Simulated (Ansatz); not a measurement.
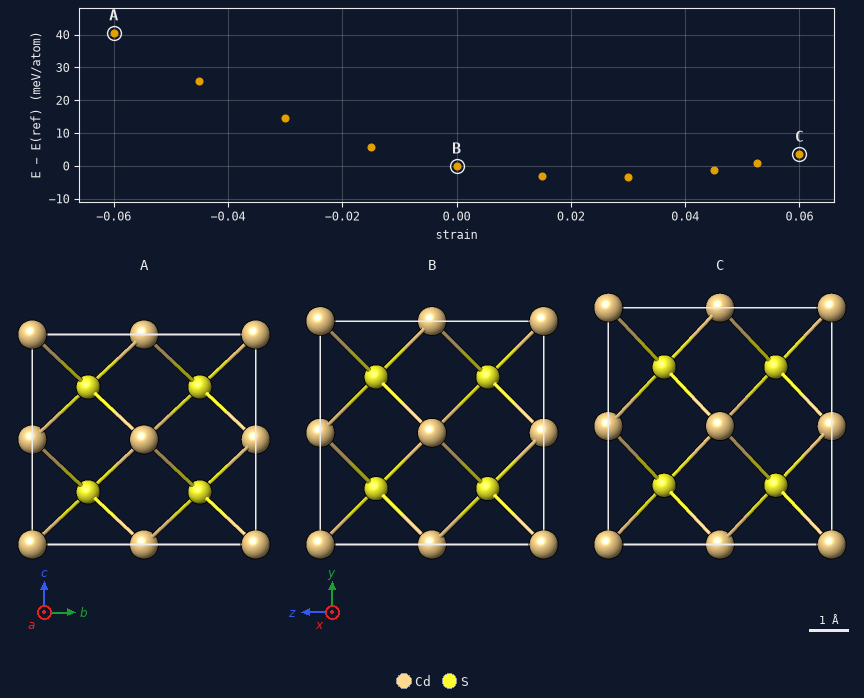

A crystal of CdS (F-43m): the cell is strained along y alone, with the atoms kept at their fractional coordinates. x, y and z are the Cartesian axes of the input. The lettered frames are marked on the plot. The picture is a ball-and-stick view of the conventional cell (4 times the calculation's cell), seen along the a axis. Lengths and directions refer to the drawn axes.

The calculation used Ansatz 0.2.0, DFT r2SCAN, scalar-relativistic, plane waves, PAW. Settings: plane-wave cutoff 500 eV; k-point mesh 8 × 8 × 8; occupations gaussian; smearing width 0.05 eV; no spin polarisation. Energies (free energies at the smearing named) are counted from the cell as listed in its source, which wasn't relaxed.

> What does the scan show?

Of the computed points the lowest is at the strain 0.03, −3.4 meV/atom. At the ends of the scan the energy is 40.6 meV/atom (−0.06) and 3.6 meV/atom (0.06). The unrelaxed reference is under a pressure of 1.9 GPa, which tilts the curve. The distortion takes the space group from F-43m to I-4m2. At the strain −0.06 the cell of the drawing goes c 5.820 → 5.471 Å.

The computed points:

```tsv
strain	E − E(ref) (meV/atom)
−0.0600	40.6
−0.0450	26.0
−0.0300	14.5
−0.0150	5.8
0.0000	0.0
0.0150	−3.1
0.0300	−3.4
0.0450	−1.2
0.0525	0.9
0.0600	3.6
```
